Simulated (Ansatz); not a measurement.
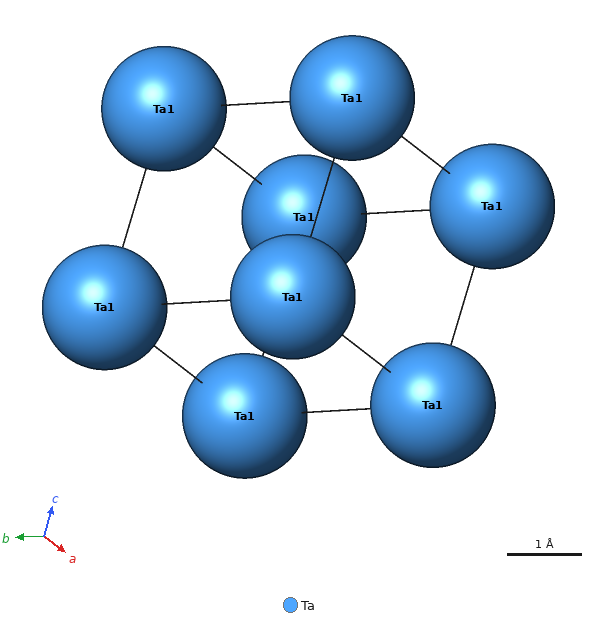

Fig. 1: The structure (spheres-only view of the cell of the calculation, seen at an oblique angle; atoms are numbered from 1 in the order of the input). An atom can appear more than once, as a periodic image.

# Single-point calculation of Ta

- system: Ta (I4/mmm, 1 atom in the cell)
- method: DFT PBE, scalar-relativistic, plane waves, PAW, no spin polarisation (Ansatz 0.2.0)

The structure derives from an entry of the Crystallography Open Database. It belongs to a series of runs on one base structure; here: strain +0.000 along x and y, -0.040 along z, atoms carried along. Figures and captions count atoms from 1; the log counts them from 0 in places.

**Output**
```
Engine: ansatz 0.2.0, x86_64-unknown-linux-gnu
Pseudopotentials: kind: paw
Pseudopotential: Ta, paw, valence charge 13, recommended cutoff 420 eV (normal), Ta.paw.azcp
Functional definition: PBE
  parameter kappa = 0.804
  parameter beta = 0.06672455060314922
  exchange = pbe_x(kappa = kappa, mu = beta*pi^2/3)
  correlation = pbe_c(beta = beta)
Crystal: 1 atoms, lattice volume = 17.546 Å³
Basis set: ecut = 420 eV, 353 PW (Γ), exchange–correlation on 40×40×40 points (8 copies of the dense FFT grid, shifted against one another)
Bands: 11, of which v1, the nominal top of the filled ones, is band 7 counted from 1 (6 counted from 0)
Symmetry: 16 space group operations
Space group: I4/mmm (ITA 139), of the structure as read, at distance tolerance 2.6e-5 Å
k-points: 1330 of 17576
Non-local potential: Ta, projectors of the file, l = 0: 3, l = 1: 2, l = 2: 2, l = 3: 1
PAW form: soft (Blöchl's): semilocal exchange-correlation on the pseudo side does not see the compensation charge
PAW one-centre angular grid: Ta, 590 points (default); XC on 64 Gauss nodes
Initial density: superposition of atomic densities (neutral atoms: chi_scale 0, normalization atom), corrected by the library's trained network
Initial wavefunctions: pseudopotential atomic-orbital guess
Functional: x = pbe(κ = 0.804, μ = 0.2195149727645171), c = pbe(β = 0.06672455060314922)
SCF iter   1: F=—  HF=-9932.231100 eV  |F-HF|=—  |Δ(HF+E_count)|=         —  Δρ=2.20e-3  dr2=2.36e-4  ethr=1.77e-3  ⟨swp⟩=5.1  Hψ=79857  notcnv=0
preconditioner: auto → none  [metal: Δε(μ)=0.012 eV  Ē_g=8.533 eV  σ=0.150 eV  W_gap=0.05  n_scr=0 (ndim 8)  ℏωp=19.8 eV  f_vac=0.000  D(μ)=1.31/eV (n_scr^D=12)]
SCF iter   2: F=—  HF=-9932.230990 eV  |F-HF|=—  |Δ(HF+E_count)|=   1.10e-4  Δρ=1.01e-3  dr2=4.46e-5  ethr=1.82e-6  ⟨swp⟩=2.3  Hψ=32800  notcnv=0
SCF iter   3: F=—  HF=-9932.231054 eV  |F-HF|=—  |Δ(HF+E_count)|=   6.37e-5  Δρ=1.80e-4  dr2=1.35e-6  ethr=3.43e-7  ⟨swp⟩=2.3  Hψ=17783  notcnv=0
iter 4 did not close the SCF: its close was put off for the readings that it lacked (scf_convergence_deferred on its scf_iter line)
SCF iter   4: F=-9932.231055 eV  HF=-9932.231055 eV  |F-HF|=1.18e-8  |Δ(HF+E_count)|=   1.67e-6  Δρ=2.03e-5  dr2=2.87e-8  ethr=1.04e-8  ⟨swp⟩=2.3  Hψ=22988  notcnv=0
iter 5 did not close the SCF: its close was put off for the readings that it lacked (scf_convergence_deferred on its scf_iter line)
SCF iter   5: F=-9932.231055 eV  HF=-9932.231055 eV  |F-HF|=7.53e-10  |Δ(HF+E_count)|=   4.72e-9  Δρ=6.74e-6  dr2=1.91e-9  ethr=2.21e-10  ⟨swp⟩=2.5  Hψ=19914  notcnv=0
SCF iter   6: F=-9932.231055 eV  HF=-9932.231055 eV  |F-HF|=1.82e-12  |Δ(HF+E_count)|=  5.73e-10  Δρ=4.45e-7  dr2=8.00e-12  ethr=1.47e-11  ⟨swp⟩=5.5  Hψ=67231  notcnv=0
SCF 1 converged in 6 iterations: F = -9932.231055 eV  dr2 = 8.00e-12
  greatest PAW one-centre occupation: 1.000 electrons in one spin orbital (limit 2), on the Ta atom at site 0 (counted from 0), in its partial waves of l = 0
SCF converged after 6 iterations
Free energy (F): -9932.231055 eV
Harris-Foulkes:  -9932.231055 eV  (|F-HF|=1.82e-12)
Internal energy: -9932.216287 eV  (E = F + TS)
E sigma→0 (E₀):  -9932.223671 eV
Entropy (-TS):   -0.014769 eV (-14.769 meV/atom)
Fermi energy:    19.204989 eV
--- Per-component energies (eV) ---
  E_band       = -95.745411
  E_kinetic    = 367.232288
  E_local      = -532.534507  (includes V_loc(G=0)·N_el)
  E_nonlocal   = 15.213941
  E_hartree    = 186.134678
  E_xc         = -218.904854
  E_vxc        = -204.643475  (∫ρ·V_xc dr)
  E_paw        = -8396.874033  (= ΣΔE_a)
  E_vpaw       = -113.283196  (= ΣTr[D̂ρ^β])
  E_aug_tail   = 0.000144  (compensation charges beyond the density's cutoff)
  E_ewald      = -1352.483944
  E_smearing   = -0.014769  (= −TS)
  E_closure    = 0.000000  (closes the sum)
  Σ components = -9932.231055   (vs F -9932.231055, Δ=0.00e0)
--- Forces (eV/Å), atoms counted from 1 ---
  atom   1  Ta    -0.00000000     0.00000000     0.00000000
  max |Σ_I F_I| component: 8.63e-32 eV/Å
--- Stress (GPa, compression-positive) ---
        7.332844       0.000000       0.000000
        0.000000       7.332844       0.000000
        0.000000       0.000000      12.178425
  P = ⅓ Tr σ = 8.9480 GPa (89.480 kbar)
--- Band table (eV; the first three rows and the last of 1330) ---
  k-point 0: bands = ["-47.8036", "-13.7204", "-13.7204", "-13.7101", "11.2047", "19.5879", "20.1357", "20.1357", "22.9054", "23.6677", "33.6959"]
  k-point 1: bands = ["-47.8017", "-13.7408", "-13.7201", "-13.7159", "11.2713", "19.5824", "20.0946", "20.2014", "22.8306", "23.6599", "33.7607"]
  k-point 2: bands = ["-47.7964", "-13.8005", "-13.7328", "-13.7194", "11.4676", "19.5589", "19.9760", "20.3975", "22.6392", "23.6390", "33.9418"]
  k-point 1329: bands = ["-47.5779", "-14.6412", "-14.6412", "-14.5299", "15.1787", "15.2984", "26.2075", "26.2075", "26.3817", "27.7052", "27.7052"]
```

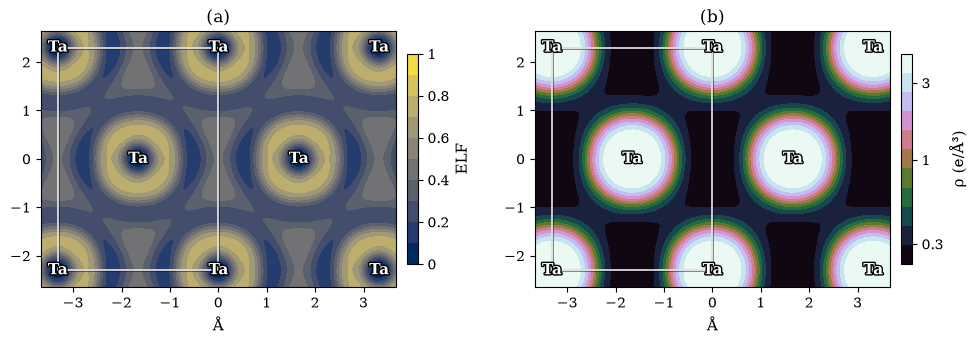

Fig. 2: (a) ELF; (b) valence pseudo-density on the (101̄) plane of the conventional cell. Atoms in the plane: Ta. Ta–Ta (2.84 Å): the density is about 0.32 e/Å³ at the midpoint; the ELF is about 0.30 at the midpoint; no localised pair between them. Away from the nuclei the density in this plane falls to 0.23 e/Å³ at its lowest. The strong features right at Ta lie inside the PAW spheres (semicore, d or f shells) and say nothing about bonding. The fields are those of the smooth PAW valence density.

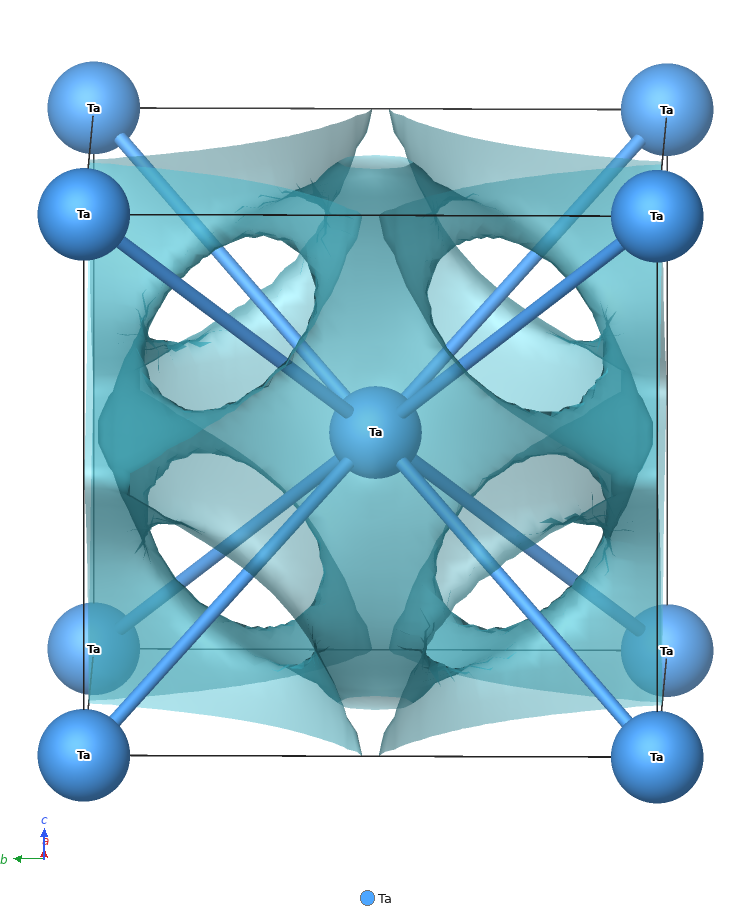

Fig. 3: Isosurface of the electron localisation function at 0.4 (cyan), seen at an oblique angle. Core shells and regions of very low density are left out. Sticks mark near contacts. The outline is the cell set on symmetry axes. Along the contacts the grid gives the following. Ta–Ta (2.84 Å): the ELF is about 0.30 at the midpoint; no shared electron pair.

The run was set up as follows.

**The input**
```yaml
crystal:
  lattice:
    - [-1.6593948201, 1.6593948201, 1.5930190273]
    - [1.6593948201, -1.6593948201, 1.5930190273]
    - [1.6593948201, 1.6593948201, -1.5930190273]
  atoms:
    - { symbol: Ta, position: [0.0, 0.0, 0.0] }
basis:
  ecutwfc: 420
kpoints:
  mp_grid: { grid: [26, 26, 26] }
hamiltonian:
  xc: pbe
scf:
  occupations: { method: gaussian, width: 0.15 }
output:
  forces: true
  stress: true
  eigenvalues: true
  write_density: true
  write_potential: true
  elf: true
  volumetric_format: npy
```

Launch command:
```bash
ansatz run input.yaml --threads 2 --pin off --max-ram 5120MiB --backend cpu --events-out ev --progress --plain --runs-dir out
```

**Key numbers**

| quantity | value |
| --- | --- |
| outcome | converged |
| space group (tolerance 0.01 Å) | I4/mmm (139) |
| electrons treated | 13 |
| free energy | −9932.2311 eV |
| Fermi energy | 19.205 eV |
| gap on the k-point mesh | none (metallic) |
| pressure | 8.95 GPa |
| largest force (length of the vector) | under 0.001 eV/Å |
| hardware | 2 threads of Intel Xeon @ 2.50GHz (Skylake/Cascade Lake), 189 GiB of memory available, shared host |
| wall time | 18 s (CPU time 35 s) |
| peak memory | 0.56 GiB |

Spin–orbit coupling is left out, which matters for Ta. The cell is under a pressure of 8.9 GPa at this level, so it is not at its equilibrium volume.
